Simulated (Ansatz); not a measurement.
# Geometry relaxation of Ta₃Si (part 2 of 2)

The same run, continued: Ta₃Si (4 atoms in the cell); DFT PBEsol, scalar-relativistic, plane waves, PAW, no spin polarisation (Ansatz 0.2.0); cutoff 420 eV, 12×12×12 k-mesh, Gaussian smearing of 0.1 eV. The structure was made by swapping elements on the sites of another compound; it need not be a known phase. It belongs to a series of runs on one base structure; here: Ru -> Si on all its sites, cell and atoms relaxed.

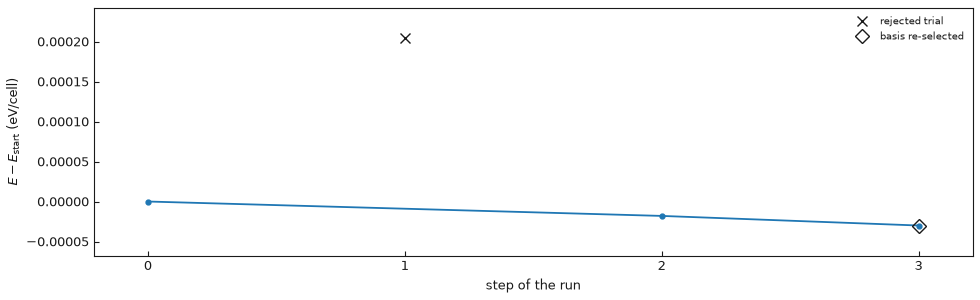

Figure 1. Progress of the relaxation, step by step (the first geometry is step 0 here and step 1 in the log). Over 2 geometry steps the energy falls by next to nothing (0.0 meV per cell of the calculation). All forces vanish by symmetry, so only the cell relaxes. Pressure: 0.20 GPa at the start and 0.00 GPa at the end. The line search rejected the trial step at point 1 (counted from 0) and went back. No atom moves by more than 0.005 Å relative to the cell. Cell: a = b = c 6.394 → 6.396 Å (0.0 %). Volume +0.1 %. The space group stays Fm-3m (No. 225). A last SCF at the same geometry on a re-selected plane-wave basis shifts the energy by next to nothing (0.0 meV per cell of the calculation).

```
basis re-selected at this cell: Δ(F+E_penalty+E_count) = -1.135e-5 eV, ΔP = +0.000 GPa vs the last step (what re-selecting the basis moved, of the pressure what is left beyond the Pulay correction that the steps carried, after the strain that the cell walked since its last selection, with what the two solves' SCF thresholds leave and, on support functions, any second-order correction that the steps lacked; it is no measure of the basis error at this ecutwfc). This SCF's stress stands 3.11e-4 GPa from its target on what of the cell is left free (relax.cell.stress_tol is 1.00e-1 GPa) and its largest allowed force component is 1.20e-16 eV/Å (relax.f_tol is 1.00e-2 eV/Å): within both
SCF converged after 7 iterations
Free energy (F): -30041.183000 eV
Harris-Foulkes:  -30041.183000 eV  (|F-HF|=0.00e0)
Internal energy: -30041.164457 eV  (E = F + TS)
E sigma→0 (E₀):  -30041.173728 eV
Entropy (-TS):   -0.018543 eV (-4.636 meV/atom)
Fermi energy:    18.122661 eV
--- Per-component energies (eV) ---
  E_band       = -299.256716
  E_kinetic    = 1147.284179
  E_local      = -1890.259755  (includes V_loc(G=0)·N_el)
  E_nonlocal   = 78.678215
  E_hartree    = 688.515785
  E_xc         = -708.452010
  E_vxc        = -662.030631  (∫ρ·V_xc dr)
  E_paw        = -25317.912815  (= ΣΔE_a)
  E_vpaw       = -349.960705  (= ΣTr[D̂ρ^β])
  E_aug_tail   = 0.000413  (compensation charges beyond the density's cutoff)
  E_ewald      = -4039.690968
  E_core_change = 0.672500  (= ΣΔE_core)
  E_smearing   = -0.018543  (= −TS)
  E_closure    = 0.000000  (closes the sum)
  Σ components = -30041.183000   (vs F -30041.183000, Δ=0.00e0)
--- Forces (eV/Å), atoms counted from 1 ---
  atom   1  Ta    -0.00000000    -0.00000000    -0.00000000
  atom   2  Ta     0.00000000     0.00000000     0.00000000
  atom   3  Ta     0.00000000    -0.00000000    -0.00000000
  atom   4  Si    -0.00000000     0.00000000    -0.00000000
  max |Σ_I F_I| component: 3.70e-17 eV/Å
--- Stress (GPa, compression-positive) ---
       -0.000311       0.000000       0.000000
        0.000000      -0.000311       0.000000
        0.000000       0.000000      -0.000311
  P = ⅓ Tr σ = -0.0003 GPa (-0.003 kbar)
--- Band table (eV; the first three rows and the last of 72) ---
  k-point 0: bands = ["-49.3661", "-49.3053", "-48.8582", "-16.0729", "-16.0729", "-16.0729", "-16.0403", "-16.0403", "-16.0403", "-15.2586", "-15.2586", "-15.2586", "7.3440", "14.0944", "14.0944", "14.0944", "14.2536", "14.2536", "17.2752", "17.2752", "17.2752", "18.1386", "20.7567", "20.7567", "20.7567", "22.4244"]
  k-point 1: bands = ["-49.3644", "-49.3060", "-48.8594", "-16.1307", "-16.1028", "-16.1028", "-16.0136", "-16.0136", "-15.9733", "-15.2694", "-15.2553", "-15.2553", "7.4414", "13.8868", "13.9075", "13.9075", "14.5571", "14.5571", "17.1533", "17.2391", "17.2391", "18.4843", "20.3972", "20.5600", "20.5600", "22.3632"]
  k-point 2: bands = ["-49.3595", "-49.3078", "-48.8626", "-16.1805", "-16.1436", "-16.1436", "-15.9814", "-15.9814", "-15.9020", "-15.2949", "-15.2462", "-15.2462", "7.7216", "13.4393", "13.7741", "13.7741", "15.0230", "15.0230", "16.7429", "17.1467", "17.1467", "19.2719", "19.8887", "20.0919", "20.0919", "22.2314"]
  k-point 71: bands = ["-49.3240", "-49.3240", "-48.8833", "-16.4323", "-16.1731", "-16.1731", "-16.0873", "-15.7614", "-15.7572", "-15.2820", "-15.2820", "-15.1760", "9.5304", "12.8240", "12.8240", "14.3340", "14.8040", "16.4556", "16.4556", "16.9047", "17.7901", "17.7901", "18.3776", "19.4881", "20.5151", "20.6893"]
--- Relaxed structure (3 steps of the walk, 2 accepted, 1 SCFs on fresh bases) ---
  F+E_penalty+E_count = -30041.18299953 eV   max|allowed force component| = 1.203e-16 eV/Å   (the final SCF, on the basis selected at the relaxed cell)
  cell:  # Å, volume = 65.4009 Å³
    - [-1.9107645123358464e-35, 3.1978001201694193, 3.1978001201694193]
    - [3.1978001201694193, -3.5030682726157184e-35, 3.1978001201694193]
    - [3.1978001201694193, 3.1978001201694193, -3.184607520559744e-36]
  atoms:
    - { symbol: Ta, position: [0.25, 0.25, 0.25] }
    - { symbol: Ta, position: [0.75, 0.75, 0.75] }
    - { symbol: Ta, position: [0.5, 0.5, 0.5] }
    - { symbol: Si, position: [-3.010355046148519e-36, -3.3241379825548795e-36, 2.9515207455723265e-36] }
```

## Trajectory as extended XYZ (Å, eV, eV/Å), 4 frames, from step=1 to step=4
```
4
Lattice="0.0000 3.1968 3.1968 3.1968 0.0000 3.1968 3.1968 3.1968 0.0000" Properties=species:S:1:pos:R:3:forces:R:3 step=1 energy=-30041.18297 pressure_GPa=0.20
Ta    1.5984    1.5984    1.5984    0.0000   0.0000   0.0000
Ta    4.7951    4.7951    4.7951    0.0000   0.0000   0.0000
Ta    3.1968    3.1968    3.1968    0.0000   0.0000   0.0000
Si    0.0000    0.0000    0.0000    0.0000   0.0000   0.0000
4
Lattice="0.0000 3.2000 3.2000 3.2000 0.0000 3.2000 3.2000 3.2000 0.0000" Properties=species:S:1:pos:R:3:forces:R:3 step=2 energy=-30041.18277 pressure_GPa=-0.42 accepted=F
Ta    1.6000    1.6000    1.6000    0.0000   0.0000   0.0000
Ta    4.8000    4.8000    4.8000    0.0000   0.0000   0.0000
Ta    3.2000    3.2000    3.2000    0.0000   0.0000   0.0000
Si    0.0000    0.0000    0.0000    0.0000   0.0000   0.0000
4
Lattice="0.0000 3.1978 3.1978 3.1978 0.0000 3.1978 3.1978 3.1978 0.0000" Properties=species:S:1:pos:R:3:forces:R:3 step=3 energy=-30041.18299 pressure_GPa=-0.00
Ta    1.5989    1.5989    1.5989    0.0000   0.0000   0.0000
Ta    4.7967    4.7967    4.7967    0.0000   0.0000   0.0000
Ta    3.1978    3.1978    3.1978    0.0000   0.0000   0.0000
Si    0.0000    0.0000    0.0000    0.0000   0.0000   0.0000
4
Lattice="0.0000 3.1978 3.1978 3.1978 0.0000 3.1978 3.1978 3.1978 0.0000" Properties=species:S:1:pos:R:3:forces:R:3 step=4 energy=-30041.18300 pressure_GPa=-0.00
Ta    1.5989    1.5989    1.5989    0.0000   0.0000   0.0000
Ta    4.7967    4.7967    4.7967    0.0000   0.0000   0.0000
Ta    3.1978    3.1978    3.1978    0.0000   0.0000   0.0000
Si    0.0000    0.0000    0.0000    0.0000   0.0000   0.0000
```

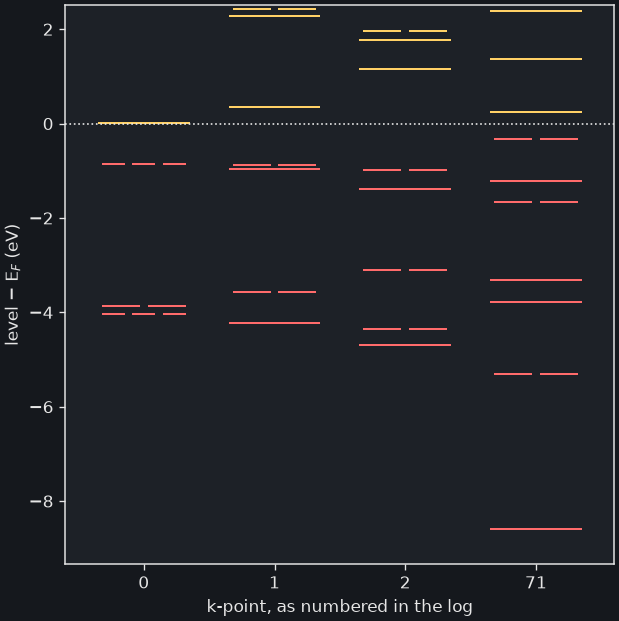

Figure 2. Kohn–Sham levels near the Fermi level (dotted) at the few k-points that the log prints; levels within 0.02 eV of each other stand side by side. The system is metallic on the full mesh.

The run was set up as follows.

## The input
```yaml
crystal:
  lattice:
    - [0.0, 3.1967592763, 3.1967592763]
    - [3.1967592763, 0.0, 3.1967592763]
    - [3.1967592763, 3.1967592763, 0.0]
  atoms:
    - { symbol: Ta, position: [0.25, 0.25, 0.25] }
    - { symbol: Ta, position: [0.75, 0.75, 0.75] }
    - { symbol: Ta, position: [0.5, 0.5, 0.5] }
    - { symbol: Si, position: [0.0, 0.0, 0.0] }
basis:
  ecutwfc: 420
kpoints:
  mp_grid: { grid: [12, 12, 12] }
hamiltonian:
  xc: pbesol
scf:
  occupations: { method: gaussian, width: 0.1 }
output:
  forces: true
  stress: true
  eigenvalues: true
relax:
  adjacent_minimum: "off"
  f_tol: 0.01
  max_steps: 60
  cell: { stress_tol: 0.1 }
```

Run as:
```bash
ansatz run input.yaml --threads 1 --pin off --max-ram 2560MiB --backend cpu --events-out ev --progress --plain --runs-dir out
```

## Key numbers

```csv
quantity,value
outcome,converged
space group (tolerance 0.01 Å),Fm-3m (225)
electrons treated,43
free energy,−30041.1830 eV
Fermi energy,18.123 eV
gap on the k-point mesh,none (metallic)
pressure,0.00 GPa
final volume,65.40 Å³
largest force (length of the vector) at the end,under 0.001 eV/Å
final cell,"a = 4.522 Å, b = 4.522 Å, c = 4.522 Å, α = 60.00°, β = 60.00°, γ = 60.00°"
hardware,"1 thread of Intel Xeon @ 2.70GHz, 189 GiB of memory available, shared host"
wall time,32 s
peak memory,0.44 GiB
```

Spin–orbit coupling is left out, which matters for Ta.
